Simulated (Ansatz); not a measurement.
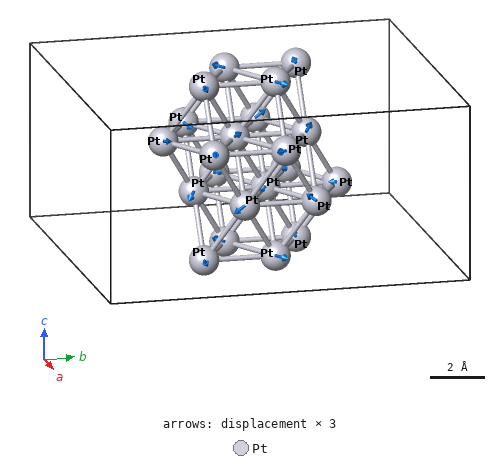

A relaxation of a wire of composition Pt. The starting structure is drawn; blue arrows show the displacements (the part carried along by the change of the cell is left out), 3 times their true length.

Style: ball-and-stick. Shown: the cell of the calculation, with the vacuum cut short, slightly off an axis.

Case: wire along [1 1 1], 18 atoms a period.

All numbers below come from DFT PBEsol, scalar-relativistic, plane waves, PAW in Ansatz 0.2.0. (plane-wave cutoff 420 eV; k-point mesh 1 × 1 × 8; occupations gaussian; smearing width 0.05 eV; no spin polarisation; cell relaxed at fixed a, b, alpha, beta, gamma; force threshold 0.02 eV/Å; at most 45 steps)

**What happened in the run?**

Over 6 accepted moves (7 points after the start) the energy falls by 2.970 eV per cell of the calculation. Largest force component: 2 eV/Å at the start, 0.017 eV/Å at the end. At 1 point the geometry stayed and the basis and grid were re-selected for the new cell (energy shift of 8.3 meV per cell of the calculation at most each time). The largest moves relative to the centre of the atoms, 0.23 Å, are those of Pt atoms. Along the periodic axis the drawn cell goes c 6.786 → 6.411 Å (−5.5 %). Near-neighbour distances that change, for instance: Pt–Pt 2.771 → 3.239 Å, Pt–Pt 2.771 → 2.531 Å, Pt–Pt 2.771 → 2.563 Å, Pt–Pt 2.771 → 2.586 Å. Among the angles between lasting bonds that change: Pt–Pt–Pt 120.0° → 129.1°, Pt–Pt–Pt 90.0° → 98.8°, Pt–Pt–Pt 60.0° → 64.9°.
